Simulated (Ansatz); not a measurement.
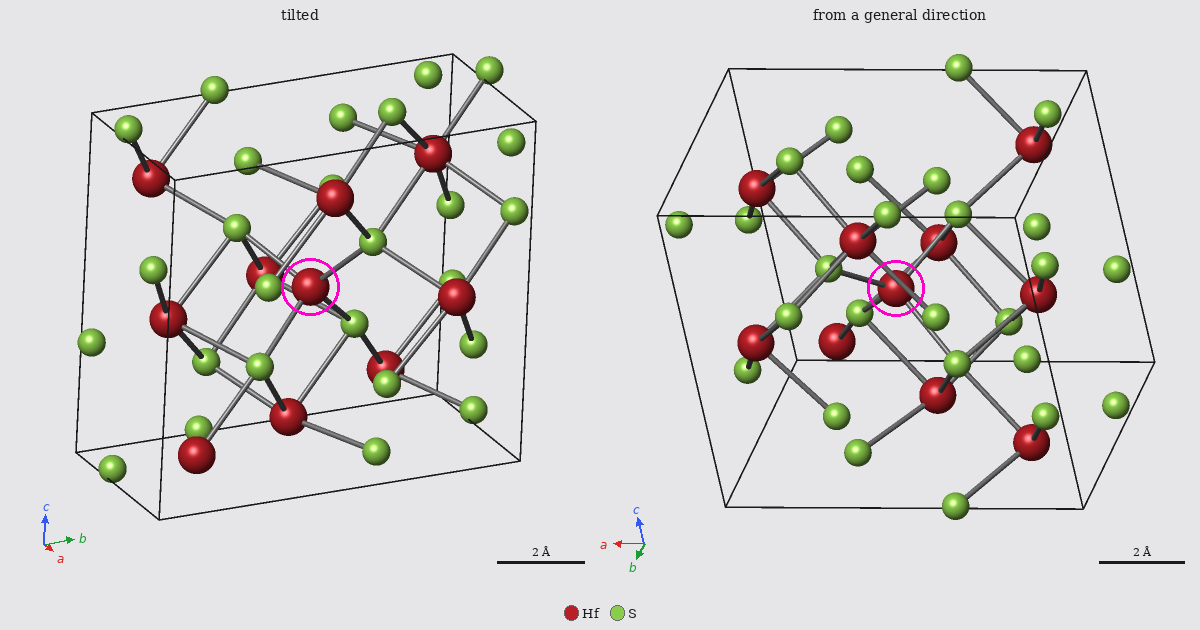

This ball-and-stick model is shown slightly off an axis and from a general direction. One supercell is outlined, and atoms on its boundary appear in each equivalent place. The host is HfS2, in a cell of 27 sites, and the cell carries a charge of +3. A ring marks the defect's site.

Q: What defect is present?

A: An interstitial hafnium atom. It is bonded to four S in a distorted tetrahedral arrangement at about 2.3 Å. Not all metal-metal contacts are counted.

The calculation used DFT PBE+D3(BJ), scalar-relativistic, plane waves, PAW (Ansatz 0.2.0), with an energy cutoff of 420 eV, a 2×2×2 k-point grid, Gaussian smearing of 0.01 eV, collinear spins.

Q: Does the defect leave unpaired spin?

A: Yes, 1.0 μB in the cell.

The atoms were relaxed in the host's cell with DFT PBE+D3(BJ), scalar-relativistic, plane waves, PAW (Ansatz).
